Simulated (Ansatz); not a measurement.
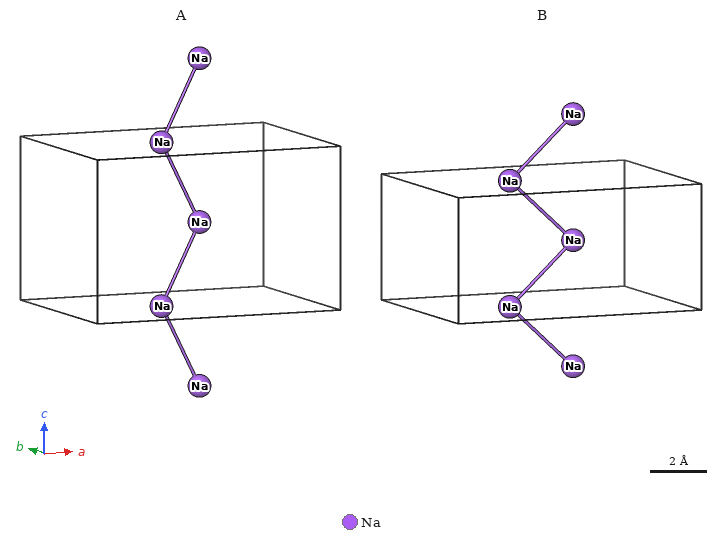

Two geometries of a wire of composition Na, drawn at one scale. One is the start of a relaxation, the other its converged end. The picture is a ball-and-stick view of the cell of the calculation, with the vacuum cut short, seen slightly off an axis.

Computed with DFT r2SCAN, scalar-relativistic, plane waves, PAW (Ansatz 0.2.0). Set-up: plane-wave cutoff 500 eV; k-point mesh 1 × 1 × 11; occupations gaussian; smearing width 0.05 eV; collinear spin; cell relaxed at fixed a, b, alpha, beta, gamma; force threshold 0.01 eV/Å; at most 45 steps.

**Which of the two is the end point?**

Structure B is the relaxed one. Case: zigzag chain of atoms. Over 7 accepted moves (8 points after the start) the energy falls by 0.124 eV per cell of the calculation. The largest force component goes from 0.11 to 0.00063 eV/Å. At 1 point the geometry stayed and the basis and grid were re-selected for the new cell (energy shift of 0.5 meV per cell of the calculation at most each time). The largest moves relative to the layer's centre, 0.49 Å, are those of Na atoms. Along the periodic axis the drawn cell goes c 5.922 → 4.559 Å (−23.0 %). Among the contacts that change: Na–Na 3.311 → 3.355 Å. Among the angles between lasting bonds that change: Na–Na–Na 126.9° → 85.6°. The program noted that the starting moments weren't kept.

Limits of the set-up: the k-point mesh is coarse for a cell with partly filled bands.
